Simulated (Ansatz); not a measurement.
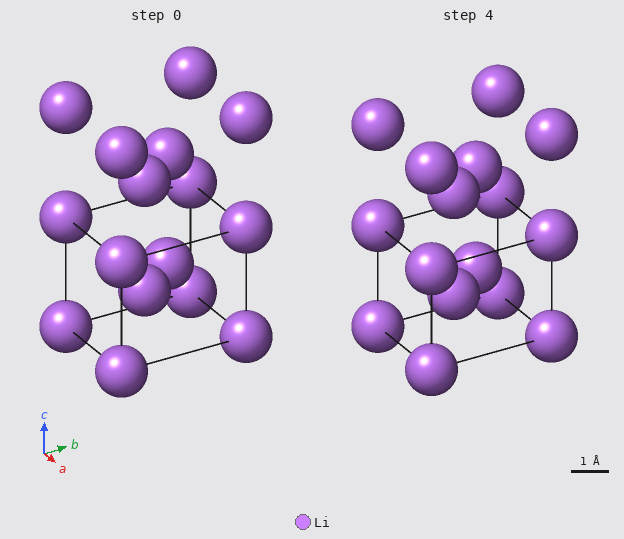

The structure of crystalline Li (built on the omega_191 type) before (left) and after (right) a relaxation, at one scale.

Style: spheres-only. Shown: the cell of the calculation, repeated 1 × 1 × 2 with one cell outlined, slightly off an axis.

Case: omega type (P6/mmm, No. 191).

These are results of DFT PBE, scalar-relativistic, plane waves, PAW in Ansatz, not measurements. Settings: plane-wave cutoff 420 eV; k-point mesh 12 × 12 × 14; occupations gaussian; smearing width 0.1 eV; no spin polarisation; cell and atoms relaxed; force threshold 0.01 eV/Å; at most 80 steps.

Q: Describe what moved and what it gained.

A: After 3 accepted moves (4 points after the start) the energy has fallen by 21.0 meV per atom. All forces vanish by symmetry, so only the cell relaxes. The pressure goes from −1.61 to 0.00 GPa. The SCF was repeated once at an unchanged geometry on a basis and grid sized afresh for the cell, which shifted the energy by less than 0.05 meV per atom at most. The atoms keep their places relative to the cell (all moves are under 0.005 Å). Cell: a = b 5.114 → 4.928 Å (−3.6 %), c 3.135 → 2.891 Å (−7.8 %). Volume −14.4 %. Among the contacts that change: Li–Li 3.135 → 2.891 Å, Li–Li 2.952 → 2.845 Å. The space group stays P6/mmm (No. 191).
